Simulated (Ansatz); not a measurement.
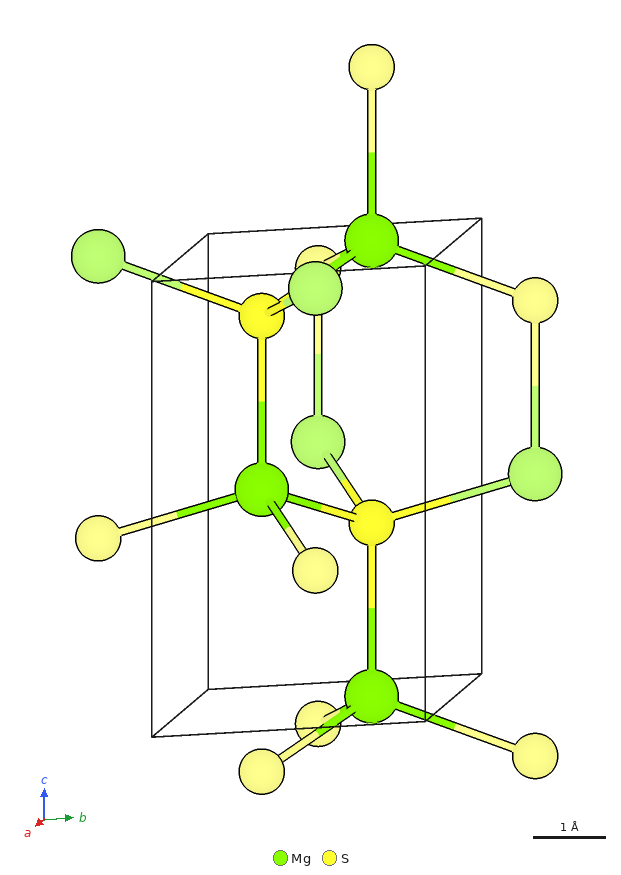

Drawn in the ball-and-stick manner and seen slightly off an axis. The conventional unit cell is outlined; an atom on or near a face, edge or corner is repeated at each equivalent position. The first bonded neighbours in the surrounding cells are also shown, in fainter colours. Cell: a = 4.05 Å, b = 4.05 Å, c = 6.49 Å, α = 90.00°, β = 90.00°, γ = 120.00°.

Its origin is a structure listed in the Materials Project. Earlier steps of the study may have refined or changed the cell and positions. A calculation with Ansatz used it as input.

Describe the arrangement of the atoms.

Answer. The compound is MgS. The atoms follow space group P6_3mc (No. 186); the Bravais lattice is primitive hexagonal. In terms of structure types, this is wurtzite. Cell content: 2 Mg, 2 S, that is 2 formula units. The coordination shell of Mg holds four S in a tetrahedral arrangement at about 2.5 Å. S is surrounded by four Mg in a tetrahedral arrangement at about 2.5 Å. The bonds build a three-dimensional framework.

Method used: Ansatz, DFT PBE, scalar-relativistic, plane waves, PAW. It ran with a cutoff energy of 420 eV, 6×6×4 k-mesh, Gaussian smearing of 0.02 eV, no spin polarisation.

What is the band gap, if any?

Answer. An insulator at this level, with a gap of 3.38 eV, direct.

What net charge does each kind of atom have (Bader)?

Answer. Mg +1.64 e; S -1.64 e.

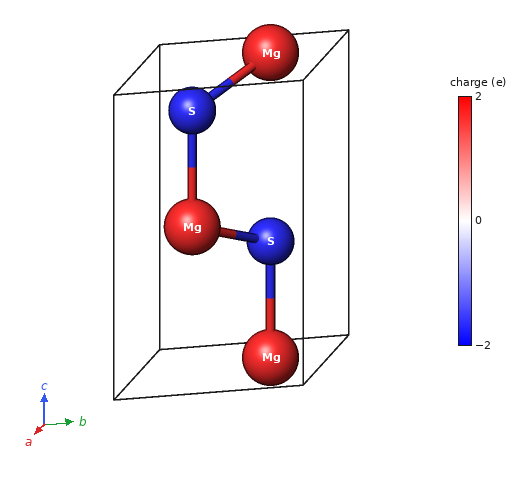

The atoms coloured by those charges. The run's cell of 4 atoms is drawn.

Is this an equilibrium geometry for the method given?

Answer. Yes. All forces vanish to within 0.01 eV/Å. The pressure is 0.0 GPa, close to zero.
